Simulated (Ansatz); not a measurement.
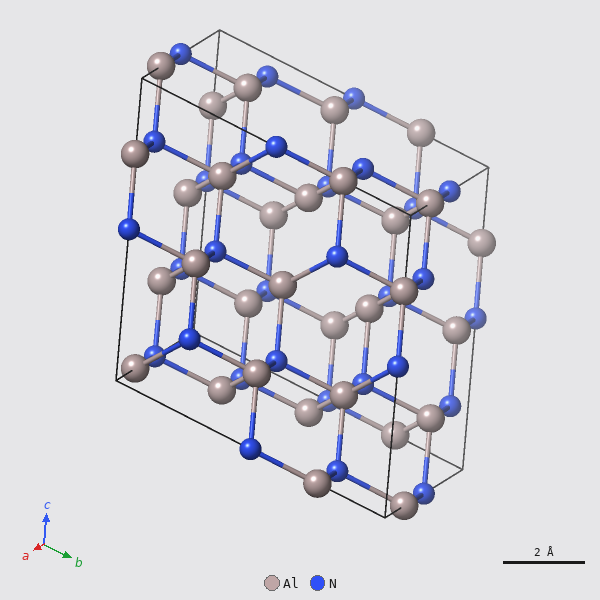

We look at a ball-and-stick model of the crystal slightly off an axis. The wireframe shows the supercell. The host is AlN, in a cell of 32 sites, and the cell is neutral.

Question: Where does the cell differ from the host, and how?

Answer: A nitrogen vacancy. Around the empty site lie four Al at about 1.9 Å.

Run with Ansatz 0.2.0, DFT PBE, scalar-relativistic, plane waves, PAW and these settings: E_cut = 420 eV, a 2×2×2 k-point grid, Gaussian smearing of 0.01 eV, collinear spins.

Question: Is there a net spin in the supercell?

Answer: Yes, 0.5 μB in the cell.

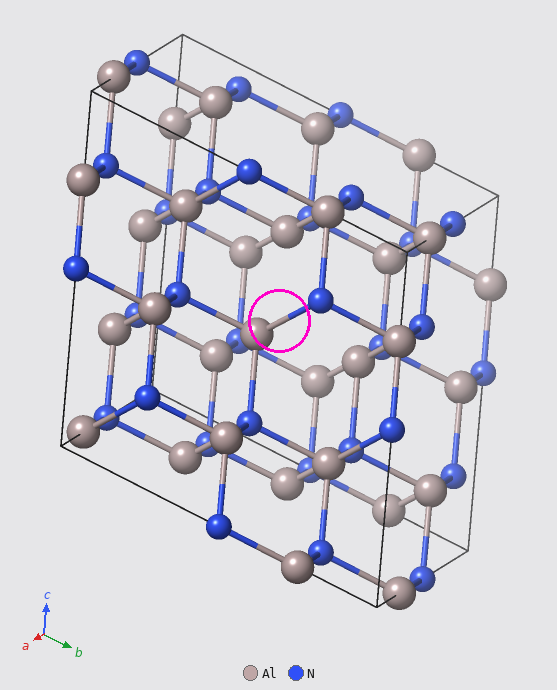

The same cell with a ring at the defect's site.

The atoms were relaxed in the host's cell with DFT PBE, scalar-relativistic, plane waves, PAW in Ansatz.
